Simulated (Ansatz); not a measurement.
One cell, run at 4 values of the k-point mesh.
Si (Fd-3m, 2 atoms in the cell); G0W0@PBE, plasmon-pole screening, soft PAW set, first generation in Ansatz; cutoff 420 eV, response cutoff 113 eV, 198 empty bands.
Dashed lines or grey bands mark the tolerance: 0.05 eV.
Values: 2×2×2, 4×4×4, 6×6×6 and 8×8×8.

**How do the results converge (to 0.05 eV)?**

The quasiparticle gap is within 0.05 eV of the densest setting's value from 4×4×4 on. It is 1.01 eV at 2×2×2 and 1.14 eV at 8×8×8. The potentials or cutoffs used are known to leave an error of their own, so the limit of this scan isn't the converged value for the crystal.

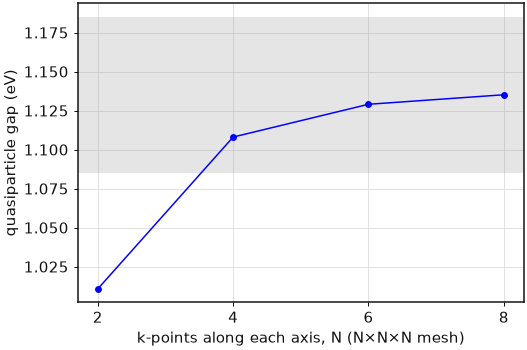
